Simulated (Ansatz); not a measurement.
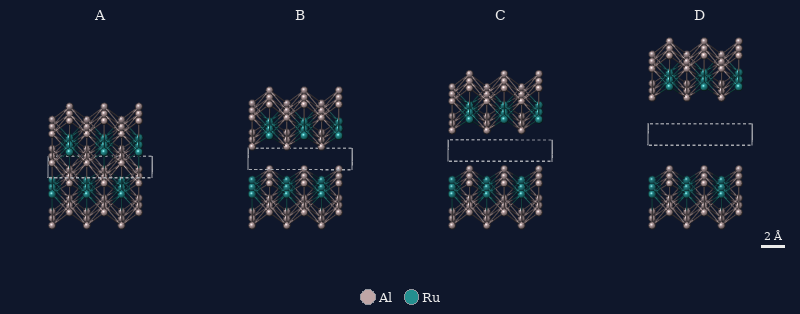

Frames of a one-coordinate scan of a crystal of Al₂Ru (I4/mmm). Style: ball-and-stick. Shown: the layers on both sides of the dashed plane, from the side, nearly along that plane.

These are results of DFT PBEsol, scalar-relativistic, plane waves, PAW (Ansatz 0.2.0), not measurements. (plane-wave cutoff 420 eV; k-point mesh 15 × 15 × 3; occupations gaussian; smearing width 0.15 eV; no spin polarisation). Energies (free energies at the smearing named) are counted from the relaxed crystal.

What is being scanned?

The crystal is pulled apart rigidly along the normal of the (0 0 1) plane of the conventional cell, at a cut between a plane of Al below and one of Al above, 1.53 Å apart. In the frames the opening is 0.00 Å (A), 1.50 Å (B), 3.00 Å (C), 6.00 Å (D). One cut stands in each cell, which starts 16.8 Å high; nothing is relaxed, and the dashed outline marks the cut. Their energies are 0.000 J/m², 2.437 J/m², 3.394 J/m², 3.562 J/m².
